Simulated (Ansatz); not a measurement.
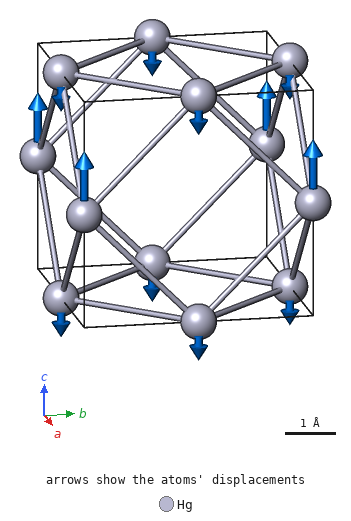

Normal modes of solid Hg (a generated structure), at the zone centre. The optical levels lie at 20 (×3), 51 (×3) cm⁻¹. One mode is drawn. The blue arrows give the relative displacements of the atoms. A ball-and-stick model of the cell of the calculation, seen slightly off an axis.

All numbers below come from DFT PBE, scalar-relativistic, plane waves, PAW in Ansatz 0.2.0. Settings: plane-wave cutoff 420 eV; k-point mesh 10 × 10 × 10; occupations fermi dirac; smearing width 0.15 eV; no spin polarisation.

The frequencies depend somewhat on the k-mesh and the smearing.

**To which level does it belong?**

The level at 51 cm⁻¹. This is the T₁u mode (triply degenerate; one member of the set is drawn), the highest optical level, infrared-active by symmetry. All motion is along c; atoms of one kind move against one another, with no net shift of their sublattice. The crystal is a metal, so free carriers screen the infrared response.
